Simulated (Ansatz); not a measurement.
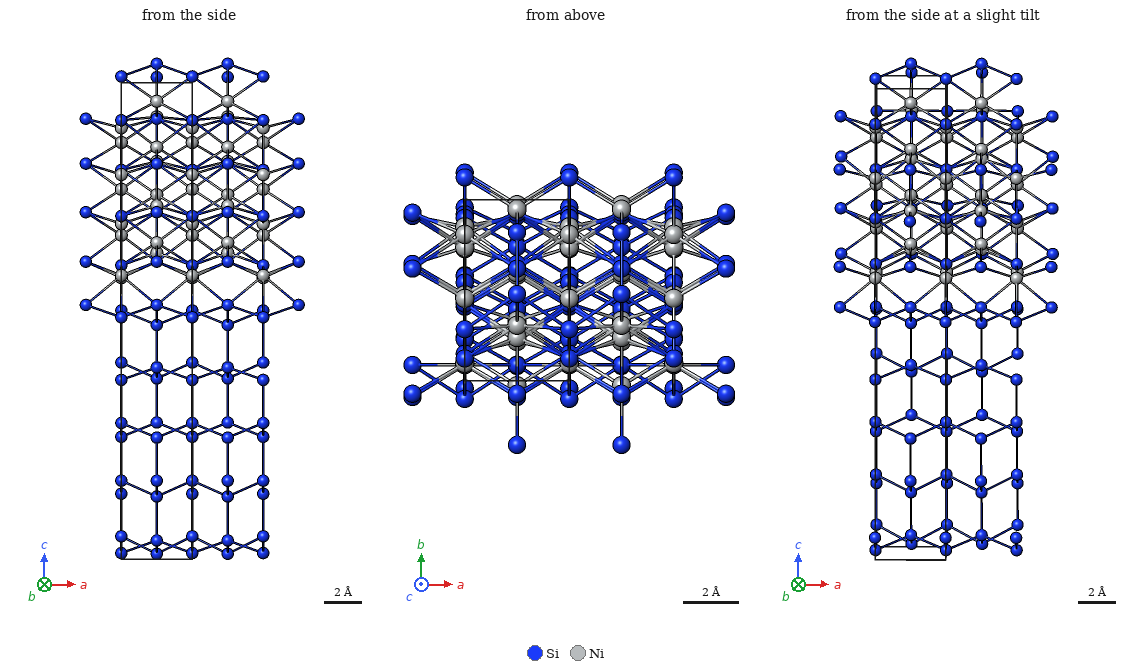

A ball-and-stick picture of a periodic stack of two materials, seen from the side, from above and from the side at a slight tilt; the box is the simulation cell in a reduced setting, and 2×1 cells are drawn in the plane (a layer on the cell's face shows at both ends).

**Identify both sides of the interface and their planes.**

Si (1 1 1) (Fd-3m, 20 atoms) and SiNi2 (1 0 0) (Pnma, 24 atoms).

**Give the in-plane cell and the period of the stack.**

The in-plane vectors are 3.87 and 6.70 Å long, those of Si, to which SiNi2 is strained; the stack repeats after 26.0 Å.

The atoms and the stacking vector were relaxed with Ansatz, DFT PBE, scalar-relativistic, plane waves, PAW, the in-plane cell held. The two parents, named as they started, are listed structures, not always the stable forms, and thin layers can change their stacking on relaxation.
